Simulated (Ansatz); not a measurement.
**Run report: Ag, single-point calculation**

The run: single-point calculation of Ag (I4/mmm, 1 atom in the cell). Method and program: DFT PBE, scalar-relativistic, plane waves, PAW, no spin polarisation (Ansatz 0.2.0).

The structure derives from an entry of the Crystallography Open Database. It belongs to a series of runs on one base structure; here: strain +0.0375 x Voigt [1, 1, 0, 0, 0, 0], atoms carried along. Figures and captions count atoms from 1; the log counts them from 0 in places.

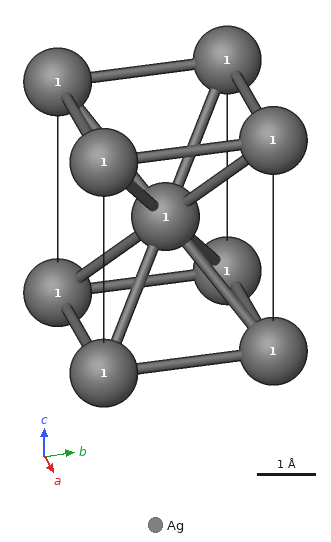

**Figure 1.** The structure as given in the input (ball-and-stick view of the cell 2 times as large as that of the calculation, set on its symmetry axes, seen at an oblique angle; atoms are numbered from 1 in the order of the input). An atom can appear more than once, as a periodic image.

## Input file
```yaml
crystal:
  lattice:
    - [0.0, 2.1513555371, 2.0735956984]
    - [2.1513555371, 0.0, 2.0735956984]
    - [2.1513555371, 2.1513555371, 0.0]
  atoms:
    - { symbol: Ag, position: [0.0, 0.0, 0.0] }
basis:
  ecutwfc: 420
kpoints:
  mp_grid: { grid: [24, 24, 24] }
hamiltonian:
  xc: pbe
scf:
  occupations: { method: gaussian, width: 0.15 }
output:
  forces: true
  stress: true
  eigenvalues: true
  write_density: true
  write_potential: true
  elf: true
  volumetric_format: npy
```

Hardware: 1 thread of Intel Xeon (Sapphire Rapids), 16 GiB of memory available, shared host.

Run as:
```bash
ansatz run input.yaml --threads 1 --pin off --max-ram 2560MiB --backend cpu --events-out ev --progress --plain --runs-dir out
```

## Log
```
Engine: ansatz 0.2.0, x86_64-unknown-linux-gnu
Pseudopotentials: kind: paw
Pseudopotential: Ag, paw, valence charge 19, recommended cutoff 420 eV (normal), Ag.paw.azcp
Functional definition: PBE
  parameter kappa = 0.804
  parameter beta = 0.06672455060314922
  exchange = pbe_x(kappa = kappa, mu = beta*pi^2/3)
  correlation = pbe_c(beta = beta)
Crystal: 1 atoms, lattice volume = 19.195 Å³
Basis set: ecut = 420 eV, 363 PW (Γ), exchange–correlation on 40×40×48 points (8 copies of the dense FFT grid, shifted against one another)
Bands: 14, of which v1, the nominal top of the filled ones, is band 10 counted from 1 (9 counted from 0)
Symmetry: 16 space group operations
Space group: I4/mmm (ITA 139), of the structure as read, at distance tolerance 2.7e-5 Å
k-points: 1063 of 13824
Non-local potential: Ag, projectors of the file, l = 0: 3, l = 1: 2, l = 2: 2, l = 3: 1
PAW form: soft (Blöchl's): semilocal exchange-correlation on the pseudo side does not see the compensation charge
PAW one-centre angular grid: Ag, 590 points (default); XC on 64 Gauss nodes
Initial density: superposition of atomic densities (neutral atoms: chi_scale 0, normalization atom), corrected by the library's trained network
Initial wavefunctions: pseudopotential atomic-orbital guess
Functional: x = pbe(κ = 0.804, μ = 0.2195149727645171), c = pbe(β = 0.06672455060314922)
SCF iter   1: F=—  HF=-7590.529747 eV  |F-HF|=—  |Δ(HF+E_count)|=         —  Δρ=9.02e-4  dr2=7.31e-5  ethr=1.77e-3  ⟨swp⟩=4.7  Hψ=72154  notcnv=0
preconditioner: auto → none  [metal: Δε(μ)=0.023 eV  Ē_g=15.112 eV  σ=0.150 eV  W_gap=0.09  n_scr=8 (ndim 8)  ℏωp=28.1 eV  f_vac=0.000  D(μ)=0.24/eV (n_scr^D=0)  sad-step TF]
SCF iter   2: F=—  HF=-7590.529934 eV  |F-HF|=—  |Δ(HF+E_count)|=   1.87e-4  Δρ=4.01e-4  dr2=7.89e-6  ethr=3.85e-7  ⟨swp⟩=2.6  Hψ=32554  notcnv=0
SCF iter   3: F=—  HF=-7590.529960 eV  |F-HF|=—  |Δ(HF+E_count)|=   2.63e-5  Δρ=1.23e-4  dr2=7.75e-7  ethr=4.15e-8  ⟨swp⟩=2.0  Hψ=20144  notcnv=0
iter 4 did not close the SCF: its close was put off for the readings that it lacked (scf_convergence_deferred on its scf_iter line)
SCF iter   4: F=-7590.529963 eV  HF=-7590.529963 eV  |F-HF|=1.45e-8  |Δ(HF+E_count)|=   3.05e-6  Δρ=1.49e-5  dr2=3.24e-8  ethr=4.08e-9  ⟨swp⟩=2.0  Hψ=20368  notcnv=0
iter 5 did not close the SCF: its close was put off for the readings that it lacked (scf_convergence_deferred on its scf_iter line)
SCF iter   5: F=-7590.529963 eV  HF=-7590.529963 eV  |F-HF|=2.78e-10  |Δ(HF+E_count)|=  9.91e-10  Δρ=1.34e-6  dr2=1.07e-10  ethr=1.71e-10  ⟨swp⟩=2.4  Hψ=21877  notcnv=0
SCF iter   6: F=-7590.529963 eV  HF=-7590.529963 eV  |F-HF|=0.00e0  |Δ(HF+E_count)|=  3.04e-10  Δρ=1.31e-7  dr2=2.06e-12  ethr=1.00e-12  ⟨swp⟩=4.8  Hψ=66423  notcnv=0
SCF 1 converged in 6 iterations: F = -7590.529963 eV  dr2 = 2.06e-12
  greatest PAW one-centre occupation: 1.000 electrons in one spin orbital (limit 2), on the Ag atom at site 0 (counted from 0), in its partial waves of l = 0
SCF converged after 6 iterations
Free energy (F): -7590.529963 eV
Harris-Foulkes:  -7590.529963 eV  (|F-HF|=0.00e0)
Internal energy: -7590.527214 eV  (E = F + TS)
E sigma→0 (E₀):  -7590.528589 eV
Entropy (-TS):   -0.002749 eV (-2.749 meV/atom)
Fermi energy:    14.881588 eV
--- Per-component energies (eV) ---
  E_band       = -276.128663
  E_kinetic    = 526.212446
  E_local      = -2377.022529  (includes V_loc(G=0)·N_el)
  E_nonlocal   = 80.339348
  E_hartree    = 1070.108854
  E_xc         = -184.181589
  E_vxc        = -233.940124  (∫ρ·V_xc dr)
  E_paw        = -3902.259594  (= ΣΔE_a)
  E_vpaw       = -411.935909  (= ΣTr[D̂ρ^β])
  E_aug_tail   = 0.000310  (compensation charges beyond the density's cutoff)
  E_ewald      = -2803.724461
  E_smearing   = -0.002749  (= −TS)
  E_closure    = 0.000000  (closes the sum)
  Σ components = -7590.529963   (vs F -7590.529963, Δ=0.00e0)
--- Forces (eV/Å), atoms counted from 1 ---
  atom   1  Ag    -0.00000000     0.00000000     0.00000000
  max |Σ_I F_I| component: 2.47e-32 eV/Å
--- Stress (GPa, compression-positive) ---
       -5.656846       0.000000       0.000000
        0.000000      -5.656846       0.000000
        0.000000      -0.000000      -4.877067
  P = ⅓ Tr σ = -5.3969 GPa (-53.969 kbar)
--- Band table (eV; the first three rows and the last of 1063) ---
  k-point 0: bands = ["-76.8425", "-40.2671", "-40.2671", "-40.2666", "7.8828", "10.3822", "10.3822", "10.5674", "11.1825", "11.3725", "30.4660", "33.2427", "33.2427", "33.5728"]
  k-point 1: bands = ["-76.8423", "-40.2687", "-40.2674", "-40.2670", "7.9326", "10.3806", "10.3951", "10.5714", "11.1792", "11.3665", "30.4597", "32.8271", "33.2465", "33.4905"]
  k-point 2: bands = ["-76.8418", "-40.2738", "-40.2684", "-40.2676", "8.0792", "10.3717", "10.4304", "10.5888", "11.1726", "11.3508", "30.3249", "31.8604", "33.2519", "33.4693"]
  k-point 1062: bands = ["-76.8288", "-40.3661", "-40.3118", "-40.3118", "9.1216", "9.2250", "11.9005", "12.1093", "12.1093", "16.9323", "21.2746", "24.4851", "24.4851", "30.1623"]
```

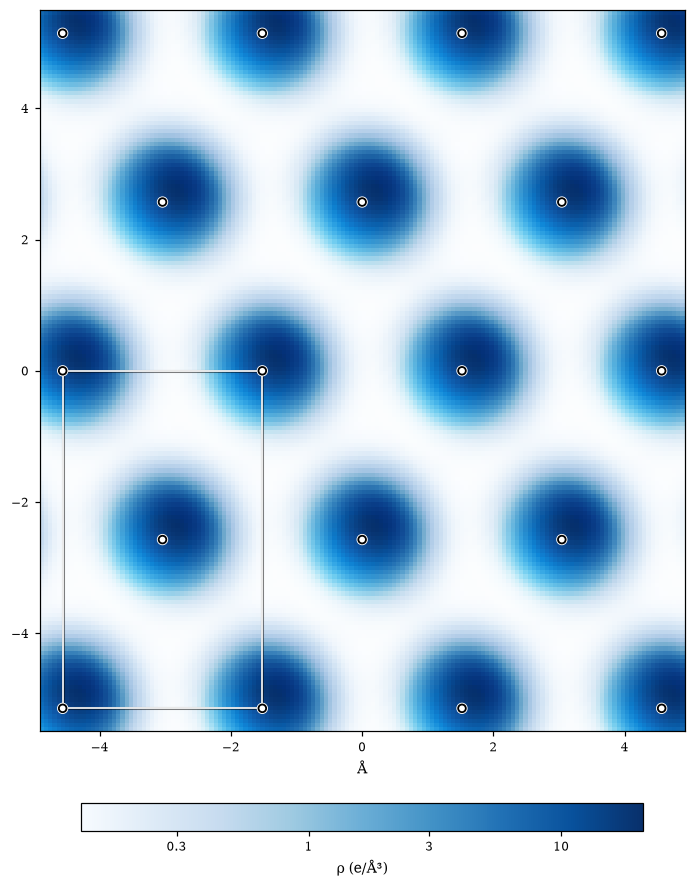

**Figure 2.** Valence electron density on the (101̄) plane of the conventional cell. Circles mark the nuclei in the plane (Ag). The section cuts through Ag sites. Ag–Ag (2.99 Å): ρ at the midpoint is about 0.18 e/Å³. Ag–Ag (3.04 Å): ρ at the midpoint is about 0.17 e/Å³. Away from the nuclei the density in this plane falls to 0.13 e/Å³ at its lowest. Core electrons are frozen (PAW), so the fields are smoothed inside the atomic spheres.

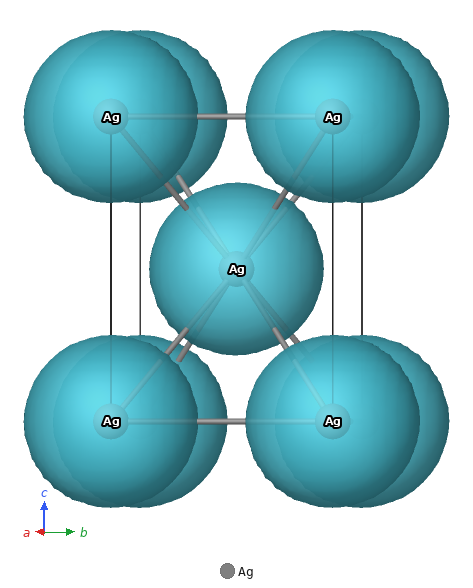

**Figure 3.** Isosurface of the valence pseudo-density at 0.3 e/Å³ (cyan), seen at an oblique angle. Sticks mark near contacts. The outline is the cell set on symmetry axes. At this value the density breaks into separate islands; it holds about 90 % of the electrons treated as valence (semicore included). It is pinched off along the Ag–Ag (2.99 Å) and Ag–Ag (3.04 Å) contacts. On the grid the lowest density along these lines, outside the cores, is 0.18 e/Å³ (Ag–Ag, 2.99 Å) and 0.17 e/Å³ (Ag–Ag, 3.04 Å).

## Results in brief

| quantity | value |
| --- | --- |
| outcome | converged |
| space group (tolerance 0.01 Å) | I4/mmm (139) |
| electrons treated | 19 |
| free energy | −7590.5300 eV |
| Fermi energy | 14.882 eV |
| gap on the k-point mesh | none (metallic) |
| pressure | −5.40 GPa |
| largest force (length of the vector) | under 0.001 eV/Å |
| wall time | 12 s |
| peak memory | 0.57 GiB |

The cell is under a tension of 5.4 GPa at this level, so it is not at its equilibrium volume.
